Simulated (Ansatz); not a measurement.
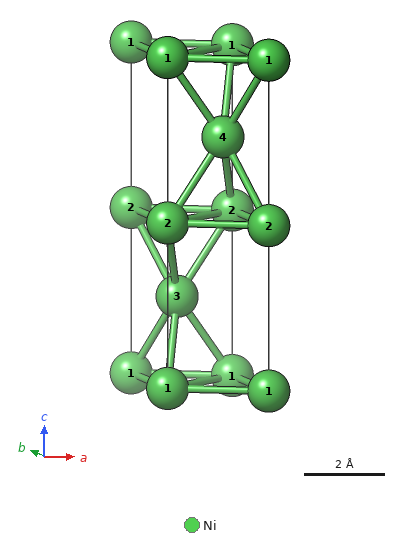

Figure 1. The structure (ball-and-stick view of the cell of the calculation, seen slightly off an axis; atoms are numbered from 1 in the order of the input).

Single-point calculation of Ni

- system: Ni (4 atoms in the cell)
- method: DFT, RPBE, plane waves (420 eV) with PAW, scalar-relativistic, spin-polarised (Ansatz 0.2.0)

It belongs to a series of runs on one base structure; here: volume × 1.08. Figures and captions count atoms from 1; the log counts them from 0 in places.

The input:
```yaml
crystal:
  lattice:
    - [2.5779212992, 0.0, 0.0]
    - [-1.2889606496, 2.232545334, 0.0]
    - [0.0, 0.0, 8.4370345606]
  atoms:
    - { symbol: Ni, position: [0.0, 1.0, 1.0], spin: 0.702 }
    - { symbol: Ni, position: [0.0, 1.0, 0.5], spin: 0.702 }
    - { symbol: Ni, position: [0.3333333333, 0.6666666667, 0.25], spin: 0.71 }
    - { symbol: Ni, position: [0.6666666667, 0.3333333333, 0.75], spin: 0.71 }
hamiltonian:
  xc: rpbe
  pseudopotentials:
    kind: paw
    azcp:
      Ni: "pseudopotentials/Ni.paw.azcp"
basis:
  ecutwfc: 420
  fft_grid_basis: typed
kpoints:
  mp_grid: { grid: [16, 16, 5], shift: [0, 0, 0] }
magnetization:
  spin_polarized: true
scf:
  occupations: { method: fermi_dirac, width: 0.05 }
  lower_state_search: "off"
output:
  stress: true
  write_density: true
  write_potential: true
  elf: true
  volumetric_format: npy
```

Hardware: 2 threads of an Arm (aarch64) CPU, shared host.

Output:
```
Engine: ansatz 0.2.0, aarch64-unknown-linux-gnu
Pseudopotentials: kind: paw
Pseudopotential: Ni, paw, valence charge 18, recommended cutoff 420 eV (normal), [file]
Functional definition: RPBE
  parameter kappa = 0.804
  parameter beta = 0.06672455060314922
  exchange = rpbe_x(kappa = kappa, mu = beta*pi^2/3)
  correlation = pbe_c(beta = beta)
Crystal: 4 atoms, lattice volume = 48.558 Å³
Basis set: ecut = 420 eV, 959 PW (Γ)
Bands: 45, of which v1, the nominal top of the filled ones, is band 36 counted from 1 (35 counted from 0)
Symmetry: 24 space group operations
Space group: P63/mmc (ITA 194), of the structure as read, at distance tolerance 3.6e-5 Å
Magnetic group: BNS 194.263 (UNI 1493), of the structure as read, at distance tolerance 3.6e-5 Å
k-points: 90 of 1280
Non-local potential: Ni, projectors of the file, l = 0: 3, l = 1: 2, l = 2: 3, l = 3: 1
PAW form: soft (Blöchl's): semilocal exchange-correlation on the pseudo side does not see the compensation charge
PAW frozen core: Ni, regenerated for the run's functional, and the local potential with it (the file was generated under x = pbe(κ = 0.804, μ = 0.2195149727645171), c = pbe(β = 0.06672455060314922))
PAW one-centre angular grid: Ni, 590 points (default); XC on 64 Gauss nodes
Initial density: superposition of atomic densities (chi_scale 0.1, normalization cell)
Starting moments: Σ|m| = 2.824 μB on 4 of 4 sites
Initial wavefunctions: pseudopotential atomic-orbital guess
Functional: x = rpbe, c = pbe(β = 0.06672455060314922)
iter 1 solved again at ethr=1.72e-3 eV; its pass at ethr=3.10e-3 eV (dr2=1.24e0 eV) is discarded
SCF iter   1: F=—  HF=-23378.832352 eV  |F-HF|=—  |Δ(HF+E_count)|=         —  Δρ=3.99e-2 (↑3.99e-2 ↓3.09e-2)  dr2=1.24e0  dr2_m=2.84e-2  M=2.430 μB ∫|m|=2.563 μB  β_m=0.30  ethr=1.72e-3  ⟨swp⟩=1.5  Hψ=35431  notcnv=0
preconditioner: auto → Kerker (q_TF=auto, 2.913 Å⁻¹)  [metal: Δε(μ)=0.005 eV  Ē_g=8.539 eV  σ=0.050 eV  W_gap=0.02  n_scr=24 (ndim 8)  ℏωp=33.7 eV  f_vac=0.000  D(μ)=9.57/eV (n_scr^D=190)]
spin=Collinear: Kerker preconditioning applied to the charge; magnetization (m = ρ↑ − ρ↓) channel mixes plain (no charge-response kernel on spin).
SCF iter   2: F=—  HF=-23378.760398 eV  |F-HF|=—  |Δ(HF+E_count)|=   7.20e-2  Δρ=1.67e-2 (↑1.67e-2 ↓9.89e-3)  dr2=1.03e-1  dr2_m=3.88e-2  M=2.523 μB ∫|m|=2.704 μB  β_m=0.30  ethr=1.72e-3  ⟨swp⟩=2.5  Hψ=12647  notcnv=0
SCF iter   3: F=—  HF=-23378.774130 eV  |F-HF|=—  |Δ(HF+E_count)|=   1.37e-2  Δρ=1.86e-2 (↑1.47e-2 ↓1.86e-2)  dr2=2.66e-1  dr2_m=4.70e-2  M=2.534 μB ∫|m|=2.762 μB  β_m=0.30  ethr=1.44e-4  ⟨swp⟩=2.0  Hψ=10233  notcnv=0  defer=184
SCF iter   4: F=—  HF=-23378.775596 eV  |F-HF|=—  |Δ(HF+E_count)|=   1.47e-3  Δρ=1.23e-2 (↑1.23e-2 ↓6.32e-3)  dr2=3.92e-2  dr2_m=2.58e-2  M=2.552 μB ∫|m|=2.818 μB  β_m=1.00  ethr=1.44e-4  ⟨swp⟩=2.0  Hψ=9083  notcnv=0  defer=194
SCF iter   5: F=—  HF=-23378.753492 eV  |F-HF|=—  |Δ(HF+E_count)|=   2.21e-2  Δρ=7.68e-3 (↑2.29e-3 ↓7.68e-3)  dr2=1.60e-2  dr2_m=6.33e-3  M=2.576 μB ∫|m|=2.937 μB  β_m=1.00  ethr=5.45e-5  ⟨swp⟩=2.0  Hψ=11097  notcnv=0  defer=267
SCF iter   6: F=—  HF=-23378.763949 eV  |F-HF|=—  |Δ(HF+E_count)|=   1.05e-2  Δρ=4.02e-3 (↑1.27e-3 ↓4.02e-3)  dr2=4.46e-3  dr2_m=1.62e-3  M=2.598 μB ∫|m|=2.993 μB  β_m=1.00  ethr=2.23e-5  ⟨swp⟩=2.4  Hψ=10720  notcnv=0  defer=278
SCF iter   7: F=—  HF=-23378.772800 eV  |F-HF|=—  |Δ(HF+E_count)|=   8.85e-3  Δρ=3.10e-3 (↑5.40e-4 ↓3.10e-3)  dr2=2.92e-3  dr2_m=1.05e-3  M=2.626 μB ∫|m|=3.036 μB  β_m=1.00  ethr=6.20e-6  ⟨swp⟩=2.0  Hψ=12133  notcnv=0  defer=291
SCF iter   8: F=—  HF=-23378.776397 eV  |F-HF|=—  |Δ(HF+E_count)|=   3.60e-3  Δρ=2.10e-3 (↑2.92e-4 ↓2.10e-3)  dr2=1.28e-3  dr2_m=5.25e-4  M=2.646 μB ∫|m|=3.066 μB  β_m=0.30  ethr=4.05e-6  ⟨swp⟩=1.0  Hψ=7905  notcnv=0  defer=291
Mixer restart at iter 8: flushing history
spin-set hold released at iteration 8 (site moments contracting): the magnetisation degrees of freedom join the quasi-Newton model from the next iteration; the mixer history was flushed
SCF iter   9: F=—  HF=-23378.780511 eV  |F-HF|=—  |Δ(HF+E_count)|=   4.11e-3  Δρ=2.36e-3 (↑9.53e-4 ↓2.36e-3)  dr2=9.20e-4  dr2_m=1.12e-3  M=2.663 μB ∫|m|=3.088 μB  β_m=0.65  ethr=1.78e-6  ⟨swp⟩=1.2  Hψ=7892  notcnv=0  defer=291
SCF iter  10: F=—  HF=-23378.788277 eV  |F-HF|=—  |Δ(HF+E_count)|=   7.77e-3  Δρ=1.16e-2 (↑3.38e-3 ↓1.16e-2)  dr2=8.81e-2  dr2_m=9.74e-3  M=2.707 μB ∫|m|=3.147 μB  β_m=0.18  ethr=1.28e-6  ⟨swp⟩=2.0  Hψ=15310  notcnv=0  defer=291  recentre
SCF iter  11: F=—  HF=-23378.784134 eV  |F-HF|=—  |Δ(HF+E_count)|=   4.14e-3  Δρ=2.30e-3 (↑1.30e-3 ↓2.30e-3)  dr2=8.46e-4  dr2_m=1.29e-3  M=2.694 μB ∫|m|=3.130 μB  β_m=0.30  ethr=1.28e-6  ⟨swp⟩=2.0  Hψ=15403  notcnv=0  defer=299
SCF iter  12: F=—  HF=-23378.786014 eV  |F-HF|=—  |Δ(HF+E_count)|=   1.88e-3  Δρ=6.02e-4 (↑6.02e-4 ↓2.80e-4)  dr2=3.76e-5  dr2_m=8.05e-5  M=2.742 μB ∫|m|=3.196 μB  β_m=0.34  ethr=1.18e-6  ⟨swp⟩=2.2  Hψ=12236  notcnv=0  defer=300
SCF iter  13: F=—  HF=-23378.786167 eV  |F-HF|=—  |Δ(HF+E_count)|=   1.54e-4  Δρ=1.03e-4 (↑6.59e-5 ↓1.03e-4)  dr2=4.81e-6  dr2_m=1.54e-6  M=2.759 μB ∫|m|=3.220 μB  β_m=0.42  ethr=5.23e-8  ⟨swp⟩=2.0  Hψ=14352  notcnv=0  defer=301
SCF iter  14: F=—  HF=-23378.786170 eV  |F-HF|=—  |Δ(HF+E_count)|=   2.75e-6  Δρ=9.31e-5 (↑5.28e-5 ↓9.31e-5)  dr2=5.96e-6  dr2_m=9.15e-7  M=2.760 μB ∫|m|=3.223 μB  β_m=0.58  ethr=6.68e-9  ⟨swp⟩=2.1  Hψ=12370  notcnv=0  defer=301
SCF iter  15: F=—  HF=-23378.786172 eV  |F-HF|=—  |Δ(HF+E_count)|=   1.42e-6  Δρ=6.18e-5 (↑1.37e-5 ↓6.18e-5)  dr2=1.54e-6  dr2_m=3.08e-7  M=2.762 μB ∫|m|=3.225 μB  β_m=0.79  ethr=6.68e-9  ⟨swp⟩=2.0  Hψ=11135  notcnv=0  defer=301
iter 16 did not close the SCF: its close was put off for a magnetic moment that had not settled (scf_convergence_deferred on its scf_iter line)
SCF iter  16: F=-23378.786172 eV  HF=-23378.786172 eV  |F-HF|=2.58e-8  |Δ(HF+E_count)|=   4.59e-7  Δρ=1.47e-5 (↑1.21e-5 ↓1.47e-5)  dr2=6.55e-8  dr2_m=5.44e-8  M=2.762 μB ∫|m|=3.225 μB  β_m=0.90  ethr=1.39e-10  ⟨swp⟩=11.2  Hψ=60097  notcnv=0
SCF iter  17: F=-23378.786172 eV  HF=-23378.786172 eV  |F-HF|=3.97e-9  |Δ(HF+E_count)|=   4.18e-8  Δρ=5.34e-6 (↑2.91e-6 ↓5.34e-6)  dr2=1.32e-8  dr2_m=1.42e-9  M=2.762 μB ∫|m|=3.225 μB  ethr=9.09e-11  ⟨swp⟩=6.0  Hψ=47530  notcnv=0
SCF 1 converged in 17 iterations: F = -23378.786172 eV  dr2 = 1.32e-8
  greatest PAW one-centre occupation: 1.001 electrons in one spin orbital (limit 2), on the Ni atom at site 0 (counted from 0), in its partial waves of l = 1
```

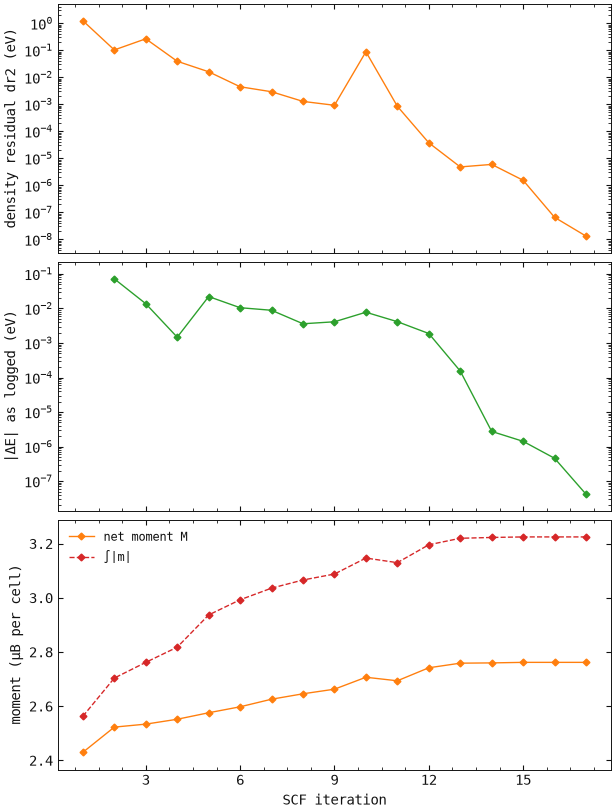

Figure 2. Convergence of the self-consistent field: density residual dr2, size of the energy change and magnetic moment against the SCF iteration. The residual falls unevenly and jumps up by a factor of two or more 2 times on the way down. The net moment goes from 2.4 to 2.8 μB per cell.

```
SCF converged after 17 iterations
Magnetization: 2.7616 μB (37.3808 up, 34.6192 down)
Absolute magnetization: 3.2284 μB (∫|ρ↑−ρ↓|, with the PAW one-centre terms)
Spin contamination: 0.0438 ħ² per cell (⟨S²⟩ above its minimum at these occupations)
Per-site moments (μB) at R_I (Å): [(0.7344126851283207, 1.0633925359047138), (0.7344126851283208, 1.0633925359047138), (0.7421731700596882, 1.0633925359047138), (0.7421731700596882, 1.0633925359047138)]
Free energy (F): -23378.786172 eV
Harris-Foulkes:  -23378.786172 eV  (|F-HF|=3.97e-9)
Internal energy: -23378.717578 eV  (E = F + TS)
E sigma→0 (E₀):  -23378.751875 eV
Entropy (-TS):   -0.068594 eV (-17.149 meV/atom)
Fermi energy:    15.989186 eV
--- Per-component energies (eV) ---
  E_band       = -1283.999711
  E_kinetic    = 1119.583491
  E_local      = -14467.952048  (includes V_loc(G=0)·N_el)
  E_nonlocal   = 2547.524118
  E_hartree    = 6028.255571
  E_xc         = -334.922927
  E_vxc        = -430.983628  (∫ρ·V_xc dr)
  E_paw        = -6544.815474  (= ΣΔE_a)
  E_vpaw       = -2108.669030  (= ΣTr[D̂ρ^β])
  E_aug_tail   = 0.002077  (compensation charges beyond the density's cutoff)
  E_ewald      = -11726.215005
  E_core_change = -0.177381  (= ΣΔE_core)
  E_smearing   = -0.068594  (= −TS)
  E_closure    = 0.000000  (closes the sum)
  Σ components = -23378.786172   (vs F -23378.786172, Δ=0.00e0)
--- Stress (GPa, compression-positive) ---
      -11.395579      -0.000000      -0.000000
        0.000000     -11.395579       0.000000
       -0.000000       0.000000     -11.364225
  P = ⅓ Tr σ = -11.3851 GPa (-113.851 kbar)
--- Band table (eV; the first three rows and the last of 180) ---
  k-point 0 ↑: bands = ["-87.7291", "-87.7249", "-87.7058", "-87.7017", "-48.0857", "-48.0296", "-47.9961", "-47.9745", "-47.9745", "-47.9682", "-47.9682", "-47.9572", "-47.9572", "-47.9508", "-47.9508", "-47.9394", "7.5979", "9.6693", "9.6727", "11.6046", "13.4275", "13.4915", "13.7116", "13.7303", "13.7303", "13.7438", "13.7438", "13.9167", "13.9167", "13.9387", "13.9387", "14.5704", "14.5704", "14.7894", "14.7894", "14.9705", "14.9705", "15.2477", "15.2477", "15.7617", "20.7984", "29.1676", "29.1790", "37.2408", "37.8916"]
  k-point 1 ↑: bands = ["-87.7288", "-87.7254", "-87.7054", "-87.7020", "-48.0823", "-48.0404", "-47.9851", "-47.9740", "-47.9740", "-47.9690", "-47.9690", "-47.9563", "-47.9563", "-47.9513", "-47.9513", "-47.9429", "7.6880", "8.9760", "10.3975", "11.5612", "13.4750", "13.5669", "13.6916", "13.7462", "13.7462", "13.7564", "13.7564", "13.8976", "13.8976", "13.9163", "13.9163", "14.5929", "14.5929", "14.7648", "14.7648", "15.0070", "15.0070", "15.2262", "15.2262", "15.3553", "21.4189", "26.8924", "31.5701", "37.2934", "37.7343"]
  k-point 2 ↑: bands = ["-87.7278", "-87.7266", "-87.7042", "-87.7029", "-48.0726", "-48.0578", "-47.9728", "-47.9728", "-47.9709", "-47.9709", "-47.9677", "-47.9544", "-47.9544", "-47.9527", "-47.9526", "-47.9526", "7.9556", "8.3914", "11.0150", "11.3949", "13.5578", "13.6361", "13.7866", "13.7866", "13.7888", "13.7888", "13.8559", "13.8559", "13.8650", "13.8650", "13.8998", "14.5609", "14.6476", "14.6476", "14.7110", "14.7110", "15.0854", "15.0854", "15.1670", "15.1670", "22.8897", "24.7732", "34.0380", "36.4594", "37.4442"]
  k-point 89 ↓: bands = ["-86.7787", "-86.7787", "-86.7685", "-86.7684", "-47.1573", "-47.1554", "-47.1525", "-47.1464", "-47.1321", "-47.1268", "-47.1246", "-47.1183", "-47.0836", "-47.0823", "-47.0746", "-47.0689", "13.1645", "13.1703", "13.2103", "13.2351", "13.3972", "13.4135", "13.4551", "13.5003", "14.1461", "14.1822", "14.2186", "14.2613", "15.0499", "15.0628", "15.4217", "15.4491", "15.9532", "16.0064", "16.1420", "16.1421", "19.6452", "19.9034", "21.1962", "21.2420", "21.5559", "21.9012", "23.6355", "24.0786", "25.3784"]
```

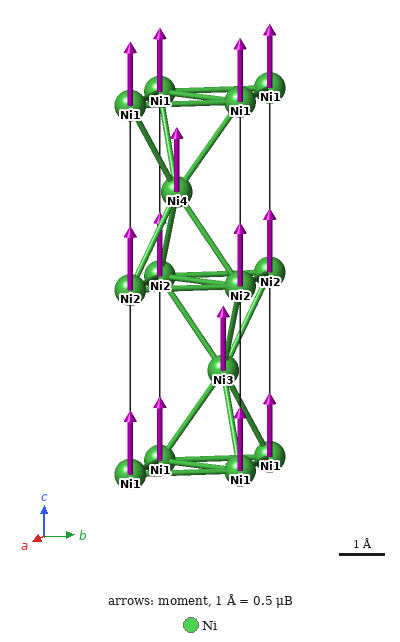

Figure 3. Magnetic moments of the sites as pink arrows (ball-and-stick view of the cell of the calculation, seen slightly off an axis; atoms are numbered from 1 in the order of the input); small moments hardly show. The run is collinear, so the axis drawn is arbitrary. Site moments: Ni3, Ni4 (0.74 μB); Ni1, Ni2 (0.73 μB). They are counted near the atoms and needn't add up to the moment of the cell.

Key numbers:

- outcome: converged
- space group (tolerance 0.01 Å): P6₃/mmc (194)
- electrons treated: 72
- free energy: −23378.7862 eV
- Fermi energy: 15.989 eV
- net moment of the cell: 2.76 μB
- integrated absolute moment: 3.23 μB
- pressure: −11.39 GPa
- wall time: 21 s (CPU time 40 s)
- peak memory: 0.56 GiB

The cell is under a tension of 11.4 GPa at this level, so it is not at its equilibrium volume.
